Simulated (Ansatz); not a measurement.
## TaN: geometry relaxation (part 1 of 3)

- system: TaN (slab, 20 atoms in the cell)
- method: DFT PBEsol, scalar-relativistic, plane waves, PAW, no spin polarisation (Ansatz 0.2.0)

The structure derives from an entry of the Crystallography Open Database. It belongs to a series of runs on one base structure; here: (1 0 0) slab, atoms relaxed.

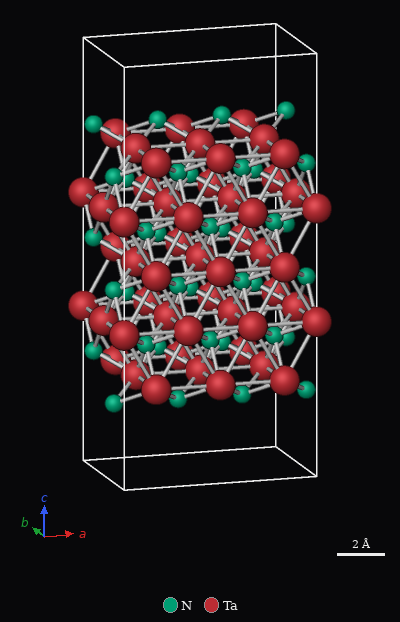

Fig. 1: The input geometry (ball-and-stick view of the 3 × 1 repeat of the cell, with the vacuum cut short, seen slightly off an axis). An atom can appear more than once, as a periodic image. Near neighbours in the periodic cell (some may lie outside the picture): N has 4 Ta at 2.22 Å; Ta has 5 N at 2.22 Å and 6 Ta at 2.89 to 2.93 Å; N has 6 Ta at 2.22 Å; Ta has 6 N at 2.22 Å and 8 Ta at 2.89 to 2.93 Å.

**Input**
```yaml
crystal:
  lattice:
    - [2.8894657263, 0.0, 0.0]
    - [0.0, 5.8607957987, 0.0]
    - [0.0, 0.0, 26.6776367043]
  atoms:
    - { symbol: "N", position: [0.0, 0.25, 0.281134348] }
    - { symbol: Ta, position: [0.5, 0.0, 0.3124008697] }
    - { symbol: Ta, position: [0.5, 0.5, 0.3124008697] }
    - { symbol: "N", position: [0.0, 0.75, 0.3436673914] }
    - { symbol: "N", position: [0.5, 0.25, 0.3749339131] }
    - { symbol: Ta, position: [0.0, 0.0, 0.4062004348] }
    - { symbol: Ta, position: [0.0, 0.5, 0.4062004348] }
    - { symbol: "N", position: [0.5, 0.75, 0.4374669566] }
    - { symbol: "N", position: [0.0, 0.25, 0.4687334783] }
    - { symbol: Ta, position: [0.5, 0.0, 0.5] }
    - { symbol: Ta, position: [0.5, 0.5, 0.5] }
    - { symbol: "N", position: [0.0, 0.75, 0.5312665217] }
    - { symbol: "N", position: [0.5, 0.25, 0.5625330434] }
    - { symbol: Ta, position: [0.0, 0.0, 0.5937995652] }
    - { symbol: Ta, position: [0.0, 0.5, 0.5937995652] }
    - { symbol: "N", position: [0.5, 0.75, 0.6250660869] }
    - { symbol: "N", position: [0.0, 0.25, 0.6563326086] }
    - { symbol: Ta, position: [0.5, 0.0, 0.6875991303] }
    - { symbol: Ta, position: [0.5, 0.5, 0.6875991303] }
    - { symbol: "N", position: [0.0, 0.75, 0.718865652] }
basis:
  ecutwfc: 420
kpoints:
  mp_grid: { grid: [12, 6, 1] }
hamiltonian:
  xc: pbesol
scf:
  occupations: { method: gaussian, width: 0.1 }
output:
  forces: true
  eigenvalues: true
  write_density: true
  write_potential: true
  elf: true
  volumetric_format: npy
relax:
  adjacent_minimum: "off"
  f_tol: 0.02
  max_steps: 60
efield:
  axis: 3
  dipole_correction: true
  ramp_width: 0.04
```

Machine: 2 threads of Intel Xeon @ 2.50GHz (Skylake/Cascade Lake), 32 GiB of memory available, shared host.

Run as:
```bash
ansatz run input.yaml --threads 2 --pin off --max-ram 5120MiB --backend cpu --events-out ev --progress --plain --runs-dir out
```

**Log**
```
Engine: ansatz 0.2.0, x86_64-unknown-linux-gnu
Pseudopotentials: kind: paw
Pseudopotential: N, paw, valence charge 5, recommended cutoff 420 eV (normal), N.paw.azcp
Pseudopotential: Ta, paw, valence charge 13, recommended cutoff 420 eV (normal), Ta.paw.azcp
Functional definition: PBEsol
  exchange = pbesol_x
  correlation = pbesol_c
Crystal: 20 atoms, lattice volume = 451.774 Å³
Basis set: ecut = 420 eV, 8799 PW (Γ), exchange–correlation on 40×80×360 points (8 copies of the dense FFT grid, shifted against one another)
Bands: 110, of which v1, the nominal top of the filled ones, is band 90 counted from 1 (89 counted from 0)
Symmetry: 4 space group operations
k-points: 28 of 72
Non-local potential: N, projectors of the file, l = 0: 2, l = 1: 2, l = 2: 1
Non-local potential: Ta, projectors of the file, l = 0: 3, l = 1: 2, l = 2: 2, l = 3: 1
PAW form: soft (Blöchl's): semilocal exchange-correlation on the pseudo side does not see the compensation charge
PAW frozen core: N, regenerated for the run's functional, and the local potential with it (the file was generated under x = pbe(κ = 0.804, μ = 0.2195149727645171), c = pbe(β = 0.06672455060314922))
PAW frozen core: Ta, regenerated for the run's functional, and the local potential with it (the file was generated under x = pbe(κ = 0.804, μ = 0.2195149727645171), c = pbe(β = 0.06672455060314922))
PAW one-centre angular grid: N, 110 points (default); XC on 64 Gauss nodes
PAW one-centre angular grid: Ta, 590 points (default); XC on 64 Gauss nodes
Initial density: superposition of atomic densities (neutral atoms: chi_scale 0, normalization atom), corrected by the library's trained network
Initial wavefunctions: pseudopotential atomic-orbital guess
Functional: x = pbesol(κ = 0.804, μ = 0.12345679012345678), c = pbesol(β = 0.046)
SCF iter   1: F=—  HF=-101866.658306 eV  |F-HF|=—  |Δ(HF+E_count)|=         —  Δρ=1.60e-2  dr2=1.28e1  ethr=1.77e-3  p=0.000 e·Å  D=1.74e-13 V/Å  ΔV_dip=-0.00 eV  dr2_dipole=2.03e-6  V_vac-E_F(+/−)=5.25/5.25 eV  ⟨swp⟩=8.5  Hψ=15392  notcnv=0  defer=5
efield: sawtooth ramp at fractional position 0.9800 (placed from the atoms, in the widest stretch of the axis that holds none; the zero of the levels goes with the place), width 0.0400; the density the first Hamiltonian is built on has a dipole p = 0.000 e·Å; the dipole correction subtracts the counter field D = 1.74e-13 V/Å, which shifts the + side's vacuum level by -0.00 eV against the − side's; the planar-averaged density in the ramp window peaks in size at 3.9e-6 e/Å³
preconditioner: auto → LDOS  [metal: Δε(μ)=0.030 eV  Ē_g=8.803 eV  σ=0.100 eV  W_gap=0.17  n_scr=80 (ndim 8)  ℏωp=17.5 eV  f_vac=0.472  D(μ)=8.34/eV (n_scr^D=40)  β→1.0]
SCF iter   2: F=—  HF=-101866.260888 eV  |F-HF|=—  |Δ(HF+E_count)|=   3.97e-1  Δρ=1.20e-2  dr2=8.45e-1  ethr=1.77e-3  p=0.000 e·Å  D=1.13e-6 V/Å  ΔV_dip=-0.00 eV  dr2_dipole=5.07e-6  V_vac-E_F(+/−)=5.02/5.02 eV  ⟨swp⟩=2.9  Hψ=5072  notcnv=0  defer=332
SCF iter   3: F=—  HF=-101866.135487 eV  |F-HF|=—  |Δ(HF+E_count)|=   1.25e-1  Δρ=3.88e-3  dr2=1.11e-1  ethr=4.69e-4  p=0.000 e·Å  D=6.72e-7 V/Å  ΔV_dip=-0.00 eV  dr2_dipole=2.15e-7  V_vac-E_F(+/−)=5.06/5.06 eV  ⟨swp⟩=2.6  Hψ=5112  notcnv=0  defer=332
SCF iter   4: F=—  HF=-101866.120097 eV  |F-HF|=—  |Δ(HF+E_count)|=   1.54e-2  Δρ=5.90e-4  dr2=8.74e-3  ethr=6.19e-5  p=-0.000 e·Å  D=-5.57e-7 V/Å  ΔV_dip=0.00 eV  dr2_dipole=2.19e-8  V_vac-E_F(+/−)=5.05/5.05 eV  ⟨swp⟩=2.4  Hψ=4694  notcnv=0  defer=322
SCF iter   5: F=—  HF=-101866.120235 eV  |F-HF|=—  |Δ(HF+E_count)|=   1.38e-4  Δρ=2.28e-4  dr2=2.33e-4  ethr=4.85e-6  p=-0.000 e·Å  D=-3.31e-7 V/Å  ΔV_dip=0.00 eV  dr2_dipole=2.64e-10  V_vac-E_F(+/−)=5.05/5.05 eV  ⟨swp⟩=1.9  Hψ=3831  notcnv=0  defer=322
SCF iter   6: F=—  HF=-101866.120365 eV  |F-HF|=—  |Δ(HF+E_count)|=   1.31e-4  Δρ=8.70e-5  dr2=3.53e-5  ethr=1.29e-7  p=0.000 e·Å  D=2.70e-7 V/Å  ΔV_dip=-0.00 eV  dr2_dipole=3.43e-10  V_vac-E_F(+/−)=5.05/5.05 eV  ⟨swp⟩=3.1  Hψ=5452  notcnv=0  defer=322
SCF iter   7: F=-101866.120386 eV  HF=-101866.120382 eV  |F-HF|=4.23e-6  |Δ(HF+E_count)|=   1.62e-5  Δρ=3.54e-5  dr2=4.20e-6  ethr=5.56e-9  p=-0.000 e·Å  D=-3.20e-8 V/Å  ΔV_dip=0.00 eV  dr2_dipole=5.06e-11  V_vac-E_F(+/−)=5.05/5.05 eV  ⟨swp⟩=28.8  Hψ=39705  notcnv=0
SCF 1 converged in 7 iterations: F = -101866.120386 eV  dr2 = 4.20e-6
  greatest PAW one-centre occupation: 1.000 electrons in one spin orbital (limit 2), on the Ta atom at site 6 (counted from 0), in its partial waves of l = 0
relax step   1: F+E_penalty+E_count = -101866.12038589 eV  Δ(F+E_penalty+E_count) = +0.000e0 eV  max|allowed force component| = 2.688e0 eV/Å  Δτ_max = 0.0000 Å  (7 SCF iters, dr2 threshold 1.00e-5 eV, accepted)
Initial density: handed on by an earlier stage of this run
Initial wavefunctions: those handed on with the density
iter 1 solved again at ethr=6.89e-4 eV; its pass at ethr=3.10e-3 eV (dr2=1.24e0 eV) is discarded
SCF iter   1: F=—  HF=-101867.384110 eV  |F-HF|=—  |Δ(HF+E_count)|=         —  Δρ=1.18e-2  dr2=1.27e0  ethr=6.89e-4  p=-0.000 e·Å  D=-3.20e-8 V/Å  ΔV_dip=0.00 eV  dr2_dipole=5.02e-11  V_vac-E_F(+/−)=4.94/4.94 eV  ⟨swp⟩=2.1  Hψ=11328  notcnv=0  defer=315
efield: sawtooth ramp at fractional position 0.9800 (handed on by an earlier solve), width 0.0400; the density the first Hamiltonian is built on has a dipole p = -0.000 e·Å; the dipole correction subtracts the counter field D = -3.20e-8 V/Å, which shifts the + side's vacuum level by +0.00 eV against the − side's; the planar-averaged density in the ramp window peaks in size at 4.2e-7 e/Å³
preconditioner: auto → LDOS  [metal: Δε(μ)=0.082 eV  Ē_g=8.995 eV  σ=0.100 eV  W_gap=0.42  n_scr=80 (ndim 8)  ℏωp=17.5 eV  f_vac=0.474  D(μ)=4.69/eV (n_scr^D=24)  β→1.0]
SCF iter   2: F=—  HF=-101867.392395 eV  |F-HF|=—  |Δ(HF+E_count)|=   8.29e-3  Δρ=1.26e-2  dr2=1.58e0  ethr=6.89e-4  p=0.000 e·Å  D=7.66e-7 V/Å  ΔV_dip=-0.00 eV  dr2_dipole=3.19e-10  V_vac-E_F(+/−)=4.20/4.20 eV  ⟨swp⟩=4.2  Hψ=6485  notcnv=0  defer=315
SCF iter   3: F=—  HF=-101867.093270 eV  |F-HF|=—  |Δ(HF+E_count)|=   2.99e-1  Δρ=1.69e-3  dr2=2.76e-2  ethr=6.89e-4  p=-0.000 e·Å  D=-8.76e-7 V/Å  ΔV_dip=0.00 eV  dr2_dipole=9.09e-12  V_vac-E_F(+/−)=4.45/4.45 eV  ⟨swp⟩=3.0  Hψ=5106  notcnv=0  defer=336
SCF iter   4: F=—  HF=-101867.092329 eV  |F-HF|=—  |Δ(HF+E_count)|=   9.41e-4  Δρ=5.14e-4  dr2=1.40e-3  ethr=1.53e-5  p=0.000 e·Å  D=1.04e-6 V/Å  ΔV_dip=-0.00 eV  dr2_dipole=7.58e-11  V_vac-E_F(+/−)=4.44/4.44 eV  ⟨swp⟩=2.9  Hψ=5226  notcnv=0  defer=336
SCF iter   5: F=—  HF=-101867.092472 eV  |F-HF|=—  |Δ(HF+E_count)|=   1.43e-4  Δρ=2.87e-4  dr2=4.11e-4  ethr=7.80e-7  p=0.000 e·Å  D=6.83e-7 V/Å  ΔV_dip=-0.00 eV  dr2_dipole=4.38e-12  V_vac-E_F(+/−)=4.43/4.43 eV  ⟨swp⟩=2.4  Hψ=5319  notcnv=0  defer=337
SCF iter   6: F=-101867.092469 eV  HF=-101867.092464 eV  |F-HF|=5.01e-6  |Δ(HF+E_count)|=   7.44e-6  Δρ=6.85e-5  dr2=2.23e-5  ethr=5.56e-8  p=0.000 e·Å  D=2.71e-7 V/Å  ΔV_dip=-0.00 eV  dr2_dipole=6.00e-12  V_vac-E_F(+/−)=4.42/4.42 eV  ⟨swp⟩=27.7  Hψ=41333  notcnv=0
SCF 2 converged in 6 iterations: F = -101867.092469 eV  dr2 = 2.23e-5
  greatest PAW one-centre occupation: 1.000 electrons in one spin orbital (limit 2), on the Ta atom at site 14 (counted from 0), in its partial waves of l = 0
relax step   2: F+E_penalty+E_count = -101867.09246909 eV  Δ(F+E_penalty+E_count) = -9.721e-1 eV  max|allowed force component| = 5.385e-1 eV/Å  Δτ_max = 0.1948 Å  (6 SCF iters, dr2 threshold 1.00e-4 eV, accepted)
SCF iter   1: F=—  HF=-101867.133766 eV  |F-HF|=—  |Δ(HF+E_count)|=         —  Δρ=4.00e-3  dr2=2.74e-1  ethr=1.22e-3  p=0.000 e·Å  D=2.71e-7 V/Å  ΔV_dip=-0.00 eV  dr2_dipole=9.76e-12  V_vac-E_F(+/−)=4.46/4.46 eV  ⟨swp⟩=4.0  Hψ=5789  notcnv=0  defer=329
efield: sawtooth ramp at fractional position 0.9800 (handed on by an earlier solve), width 0.0400; the density the first Hamiltonian is built on has a dipole p = 0.000 e·Å; the dipole correction subtracts the counter field D = 2.71e-7 V/Å, which shifts the + side's vacuum level by -0.00 eV against the − side's; the planar-averaged density in the ramp window peaks in size at 3.4e-6 e/Å³
preconditioner: auto → LDOS  [metal: Δε(μ)=0.004 eV  Ē_g=8.971 eV  σ=0.100 eV  W_gap=0.03  n_scr=80 (ndim 8)  ℏωp=17.5 eV  f_vac=0.477  D(μ)=5.17/eV (n_scr^D=30)  β→1.0]
SCF iter   2: F=—  HF=-101867.125932 eV  |F-HF|=—  |Δ(HF+E_count)|=   7.83e-3  Δρ=3.05e-3  dr2=2.03e-1  ethr=1.52e-4  p=-0.000 e·Å  D=-3.44e-7 V/Å  ΔV_dip=0.00 eV  dr2_dipole=3.03e-11  V_vac-E_F(+/−)=4.42/4.42 eV  ⟨swp⟩=2.3  Hψ=4803  notcnv=0  defer=318
SCF iter   3: F=—  HF=-101867.112437 eV  |F-HF|=—  |Δ(HF+E_count)|=   1.35e-2  Δρ=1.12e-3  dr2=8.31e-3  ethr=1.13e-4  p=-0.000 e·Å  D=-6.81e-8 V/Å  ΔV_dip=0.00 eV  dr2_dipole=3.83e-11  V_vac-E_F(+/−)=4.47/4.47 eV  ⟨swp⟩=2.0  Hψ=4072  notcnv=0  defer=318
SCF iter   4: F=—  HF=-101867.110857 eV  |F-HF|=—  |Δ(HF+E_count)|=   1.58e-3  Δρ=3.00e-4  dr2=5.21e-4  ethr=4.62e-6  p=-0.000 e·Å  D=-1.81e-7 V/Å  ΔV_dip=0.00 eV  dr2_dipole=8.36e-11  V_vac-E_F(+/−)=4.47/4.47 eV  ⟨swp⟩=3.0  Hψ=5430  notcnv=0  defer=318
SCF iter   5: F=—  HF=-101867.110799 eV  |F-HF|=—  |Δ(HF+E_count)|=   5.77e-5  Δρ=8.68e-5  dr2=7.14e-5  ethr=2.90e-7  p=-0.000 e·Å  D=-2.89e-7 V/Å  ΔV_dip=0.00 eV  dr2_dipole=1.11e-11  V_vac-E_F(+/−)=4.48/4.48 eV  ⟨swp⟩=2.0  Hψ=3952  notcnv=0  defer=318
SCF iter   6: F=-101867.110788 eV  HF=-101867.110795 eV  |F-HF|=6.46e-6  |Δ(HF+E_count)|=   4.11e-6  Δρ=2.54e-5  dr2=9.17e-6  ethr=1.01e-8  p=-0.000 e·Å  D=-5.18e-8 V/Å  ΔV_dip=0.00 eV  dr2_dipole=7.55e-12  V_vac-E_F(+/−)=4.48/4.48 eV  ⟨swp⟩=27.4  Hψ=39612  notcnv=0
SCF 3 converged in 6 iterations: F = -101867.110788 eV  dr2 = 9.17e-6
relax step   3: F+E_penalty+E_count = -101867.11078829 eV  Δ(F+E_penalty+E_count) = -1.832e-2 eV  max|allowed force component| = 2.922e-1 eV/Å  Δτ_max = 0.0598 Å  (6 SCF iters, dr2 threshold 1.81e-5 eV, accepted)
```
